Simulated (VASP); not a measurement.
**Ni: geometry relaxation (part 4 of 4)**

The same run, continued: Ni (Cmmm, 1 atom in the cell); Kohn-Sham DFT of a periodic cell, PBE, VASP PAW PBE potentials, recommended, spin-polarised (VASP 6.6.1); cutoff 600 eV, 10×10×6 k-mesh, Gaussian smearing of 0.1 eV, collinear spins. The structure was made by swapping elements on the sites of another compound; it need not be a known phase. It belongs to a series of runs on one base structure; here: Ba type (Cmmm, No. 65).

Geometry of the input (Å; fractional positions):
```
1.0419  -1.9452  0.0000
1.0419  1.9452  0.0000
0.0000  0.0000  3.0377
Ni 0.0000  0.0000  0.0000
```

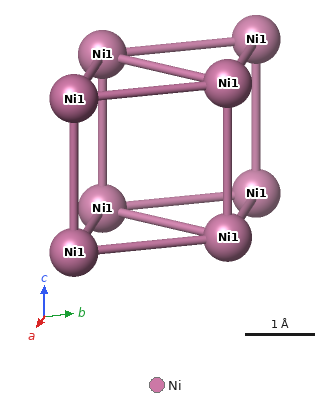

The geometry at step 12 of the log (ball-and-stick view of the cell of the calculation, seen slightly off an axis; atoms are numbered from 1 in the order of the input).

**Trajectory as extended XYZ, continued**
```
1
Lattice="1.2411 -2.0668 0.0000 1.2411 2.0668 0.0000 0.0000 0.0000 2.1731" Properties=species:S:1:pos:R:3:forces:R:3 step=8 energy=-4.95777
Ni    0.0000    0.0000    0.0000    0.0000   0.0000   0.0000
1
Lattice="1.2240 -2.0830 0.0000 1.2240 2.0830 0.0000 0.0000 0.0000 2.4192" Properties=species:S:1:pos:R:3:forces:R:3 step=9 energy=-5.04057
Ni    0.0000    0.0000    0.0000    0.0000   0.0000   0.0000
1
Lattice="1.2298 -2.0775 0.0000 1.2298 2.0775 0.0000 0.0000 0.0000 2.3353" Properties=species:S:1:pos:R:3:forces:R:3 step=10 energy=-5.05222
Ni    0.0000    0.0000    0.0000    0.0000   0.0000   0.0000
1
Lattice="1.2289 -2.0783 0.0000 1.2289 2.0783 0.0000 0.0000 0.0000 2.3479" Properties=species:S:1:pos:R:3:forces:R:3 step=11 energy=-5.05239
Ni    0.0000    0.0000    0.0000    0.0000   0.0000   0.0000
1
Lattice="1.1994 -2.0657 0.0000 1.1994 2.0657 0.0000 0.0000 0.0000 2.3416" Properties=species:S:1:pos:R:3:forces:R:3 step=12 energy=-5.05545
Ni    0.0000    0.0000    0.0000    0.0000   0.0000   0.0000
1
Lattice="1.2091 -2.0698 0.0000 1.2091 2.0698 0.0000 0.0000 0.0000 2.3437" Properties=species:S:1:pos:R:3:forces:R:3 step=13 energy=-5.05649
Ni    0.0000    0.0000    0.0000    0.0000   0.0000   0.0000
1
Lattice="1.2103 -2.0703 0.0000 1.2103 2.0703 0.0000 0.0000 0.0000 2.3439" Properties=species:S:1:pos:R:3:forces:R:3 step=14 energy=-5.05648
Ni    0.0000    0.0000    0.0000    0.0000   0.0000   0.0000
1
Lattice="1.2097 -2.0701 0.0000 1.2097 2.0701 0.0000 0.0000 0.0000 2.3438" Properties=species:S:1:pos:R:3:forces:R:3 step=15 energy=-5.05649
Ni    0.0000    0.0000    0.0000    0.0000   0.0000   0.0000
1
Lattice="1.2051 -2.0824 0.0000 1.2051 2.0824 0.0000 0.0000 0.0000 2.3455" Properties=species:S:1:pos:R:3:forces:R:3 step=16 energy=-5.05706
Ni    0.0000    0.0000    0.0000    0.0000   0.0000   0.0000
```

**Results in brief**

```tsv
quantity	value
outcome	converged
space group (tolerance 0.01 Å)	Cmmm (65) → P6/mmm (191)
electrons treated	10
free energy	−5.0571 eV
gap on the k-point mesh	none (metallic)
net moment of the cell	0.28 μB
pressure	−0.25 GPa
final volume	11.77 Å³
largest force (length of the vector) at the end	under 0.001 eV/Å
final cell	a = 2.406 Å, b = 2.406 Å, c = 2.346 Å, α = 90.00°, β = 90.00°, γ = 119.88°
wall time	6.5 min
peak memory	0.18 GiB
```
